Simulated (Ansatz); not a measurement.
## Electronic structure of Co$_{12}$H (slab) in real space

```yaml
crystal:
  lattice:
    - [4.98754, 0.00000, 0.00000]
    - [-2.49377, 4.31933, 0.00000]
    - [0.00000, 0.00000, 23.03307]
  atoms:
    - { symbol: Co, position: [0.16667, 0.33333, 0.36903] }
    - { symbol: Co, position: [0.16667, 0.83333, 0.36903] }
    - { symbol: Co, position: [0.66667, 0.33333, 0.36903] }
    - { symbol: Co, position: [0.66667, 0.83333, 0.36903] }
    - { symbol: Co, position: [0.33333, 0.16667, 0.45524] }
    - { symbol: Co, position: [0.33295, 0.66647, 0.45490] }
    - { symbol: Co, position: [0.83353, 0.16705, 0.45490] }
    - { symbol: Co, position: [0.83353, 0.66647, 0.45490] }
    - { symbol: Co, position: [0.16632, 0.33368, 0.54107] }
    - { symbol: Co, position: [0.16632, 0.83264, 0.54107] }
    - { symbol: Co, position: [0.66736, 0.33368, 0.54107] }
    - { symbol: Co, position: [0.66667, 0.83333, 0.54087] }
    - { symbol: H, position: [0.66667, 0.83333, 0.60620] }
```

Spin-polarised.

These are results of DFT PBE, scalar-relativistic, plane waves, PAW in Ansatz, not measurements.

The density is the valence pseudo-density of a PAW calculation; it isn't the true density close to the nuclei.

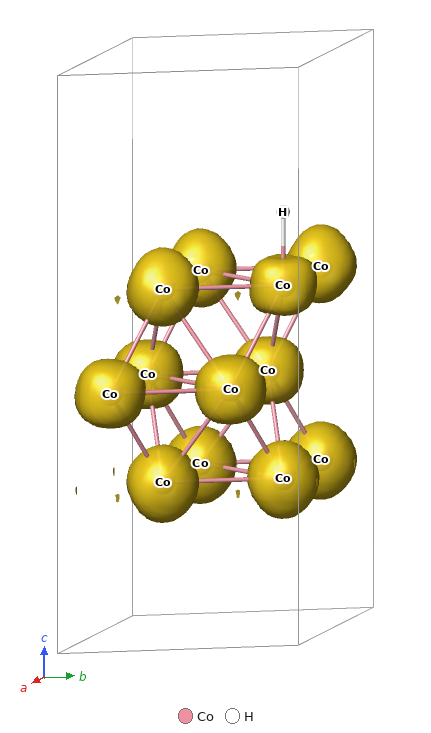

Figure 1. Isosurface of the spin density (up minus down) at +0.2 e/Å³ (yellow), seen slightly off an axis. Sticks mark near contacts.

Question: Where is the spin, and how is it ordered?

Answer: The spin density sits on Co: +1.8 μB (×11) and +1.1 μB in one cell of 13 atoms: parallel main moments (a ferromagnetic arrangement) in this solution. The cell of the calculation (13 atoms) carries 20.4 μB of net spin moment.

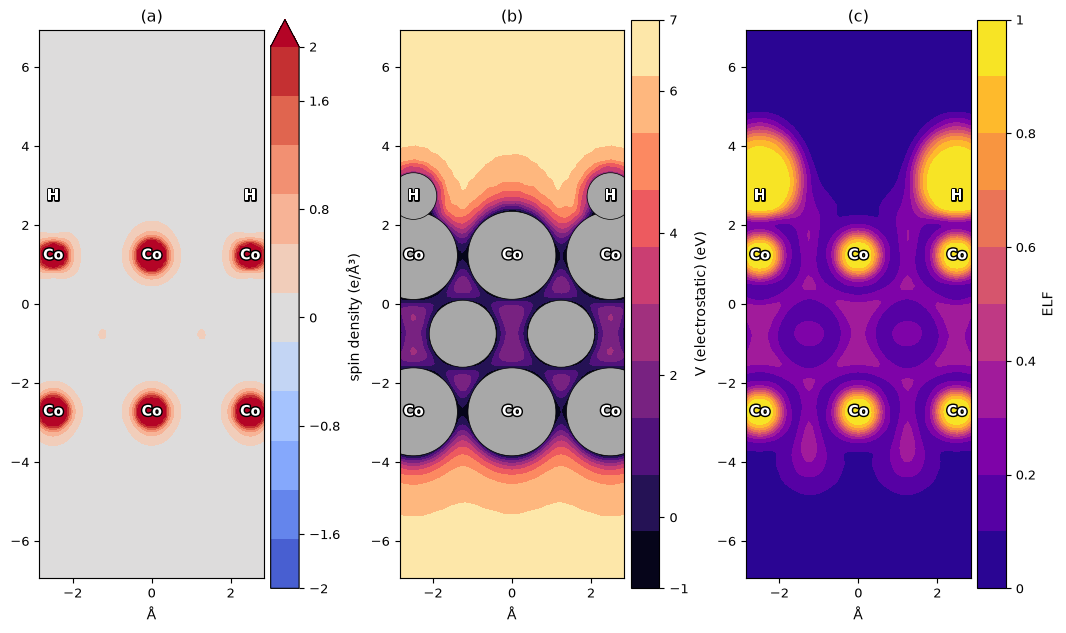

Figure 2. (a) magnetisation density (up minus down); (b) electrostatic potential (local pseudopotential plus Hartree) felt by an electron; (c) electron localisation function on the (010) plane of the calculation cell, a cut from vacuum to vacuum. Grey discs cover the atomic cores in the potential map.

Question: Describe what can be read from this map.

Answer: Atoms in the plane: Co and H. Atoms just off the plane (Co, 0.7 Å away) can leave unmarked features too. Co–H (1.50 Å): the ELF climbs to about 1 towards the hydrogen. Co–Co (2.49 Å): the ELF is about 0.25 at the midpoint; no shared electron pair shows on this line. The features right at Co lie inside the PAW spheres, where the map follows smoothed inner orbitals and isn't to be read closely.

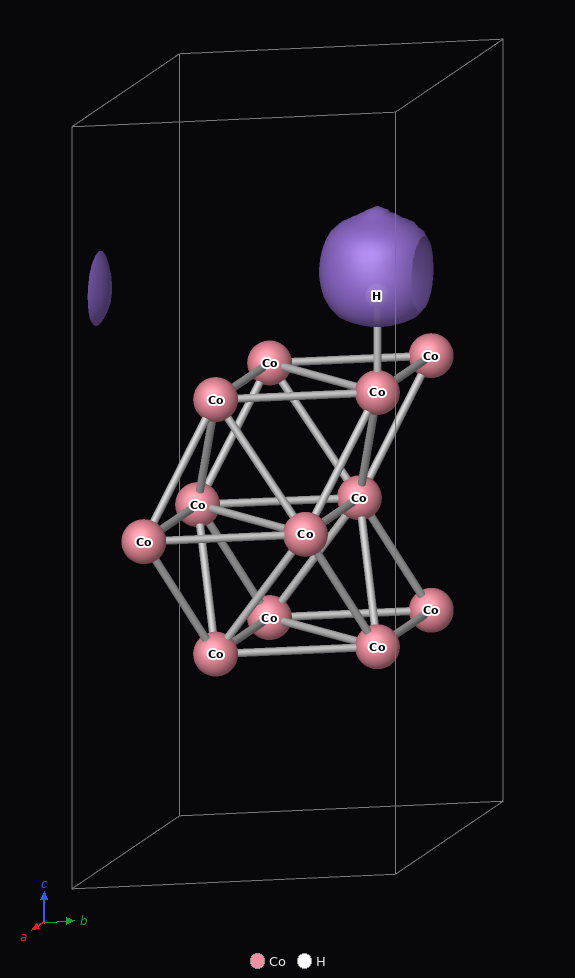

Figure 3. Isosurface of the ELF at 0.75 (purple), seen slightly off an axis. Only the valence region is drawn (cores and ρ < 0.01 e/Å³ removed). Sticks mark near contacts.

Question: Identify the bonds, lone pairs and shells in this picture.

Answer: The ELF exceeds this value in one region around a hydrogen nucleus, counted in one cell of 13 atoms. Counts are for one cell; the picture repeats the cell along the surface. Along the contacts the grid gives the following. Co–Co (2.45 Å): the ELF is about 0.25 at the midpoint: no shared electron pair shows on this line.

Question: Metal or insulator at this level of theory?

Answer: It is metallic or semimetallic at this level of theory: no gap opens.
